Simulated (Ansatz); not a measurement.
The cell of B$_{24}$N$_{23}$ in space group P-62m. The cell is taken from the geometry relaxed in a fixed cell with Ansatz 0.2.0, DFT PBE, scalar-relativistic, plane waves, PAW.

```cif
data_structure
_symmetry_space_group_name_H-M 'P 1'
_symmetry_Int_Tables_number 1
_cell_length_a 8.7023
_cell_length_b 8.7023
_cell_length_c 8.3612
_cell_angle_alpha 90.000
_cell_angle_beta 90.000
_cell_angle_gamma 120.000
_cell_volume 548.36
loop_
_atom_site_label
_atom_site_type_symbol
_atom_site_fract_x
_atom_site_fract_y
_atom_site_fract_z
_atom_site_occupancy
B1 B 0.00000 0.16673 0.00000 1
B2 B 0.50003 0.16669 0.00000 1
B3 B 0.33340 0.33340 0.00000 1
B4 B 0.16669 0.50003 0.00000 1
B5 B 0.00000 0.66660 0.00000 1
B6 B 0.83331 0.33334 0.00000 1
B7 B 0.66666 0.49997 0.00000 1
B8 B 0.49997 0.66666 0.00000 1
B9 B 0.33334 0.83331 0.00000 1
B10 B 0.16673 0.00000 0.00000 1
B11 B 0.83327 0.83327 0.00000 1
B12 B 0.66660 0.00000 0.00000 1
B13 B 0.83372 0.00000 0.50000 1
B14 B 0.33421 0.00000 0.50000 1
B15 B 0.16628 0.16628 0.50000 1
B16 B 0.00000 0.33421 0.50000 1
B17 B 0.83371 0.50071 0.50000 1
B18 B 0.66701 0.16629 0.50000 1
B19 B 0.49929 0.33299 0.50000 1
B20 B 0.33299 0.49929 0.50000 1
B21 B 0.16629 0.66701 0.50000 1
B22 B 0.00000 0.83372 0.50000 1
B23 B 0.66579 0.66579 0.50000 1
B24 B 0.50071 0.83371 0.50000 1
N1 N 0.83334 0.00000 0.00000 1
N2 N 0.33335 0.00000 0.00000 1
N3 N 0.16666 0.16666 0.00000 1
N4 N 0.00000 0.33335 0.00000 1
N5 N 0.83333 0.50001 0.00000 1
N6 N 0.66667 0.16667 0.00000 1
N7 N 0.49999 0.33333 0.00000 1
N8 N 0.33333 0.49999 0.00000 1
N9 N 0.16667 0.66667 0.00000 1
N10 N 0.00000 0.83334 0.00000 1
N11 N 0.66665 0.66665 0.00000 1
N12 N 0.50001 0.83333 0.00000 1
N13 N 0.50031 0.00000 0.50000 1
N14 N 0.32884 0.16400 0.50000 1
N15 N 0.16400 0.32884 0.50000 1
N16 N 0.00000 0.50031 0.50000 1
N17 N 0.83600 0.16484 0.50000 1
N18 N 0.66667 0.33333 0.50000 1
N19 N 0.49969 0.49969 0.50000 1
N20 N 0.33333 0.66667 0.50000 1
N21 N 0.16484 0.83600 0.50000 1
N22 N 0.83516 0.67116 0.50000 1
N23 N 0.67116 0.83516 0.50000 1
```

### Take as void every point where the procrystal density (the sum of the densities of spherically averaged neutral Hartree-Fock atoms) is below 0.005 e/bohr³. What do the voids look like?

The voids take about 16 % of the cell (89 Å³ of 548.4 Å³) and are bounded by about 270 Å² of surface per cell. Where they connect, they form a two-dimensional network in layers parallel to (001).

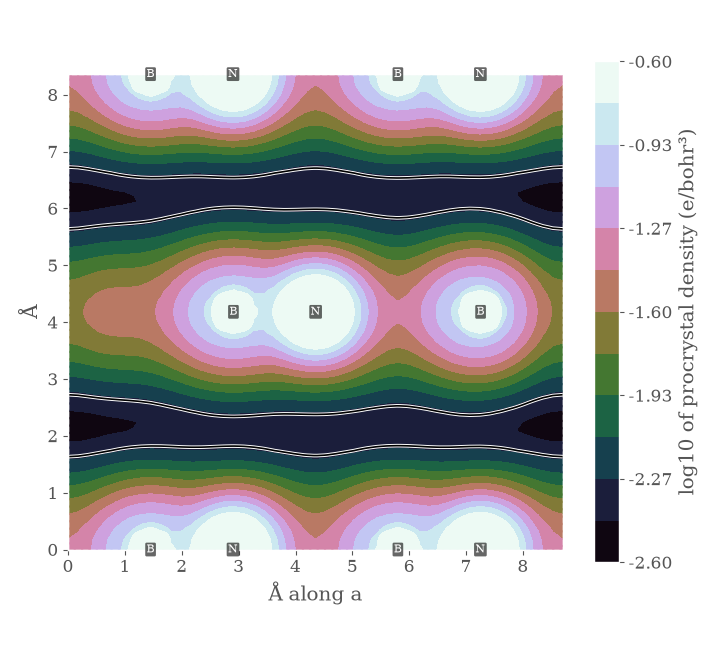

The procrystal density on the section y = 0.000 (parallel to a and c; the dashed line is one cell); the black line bounds the voids.
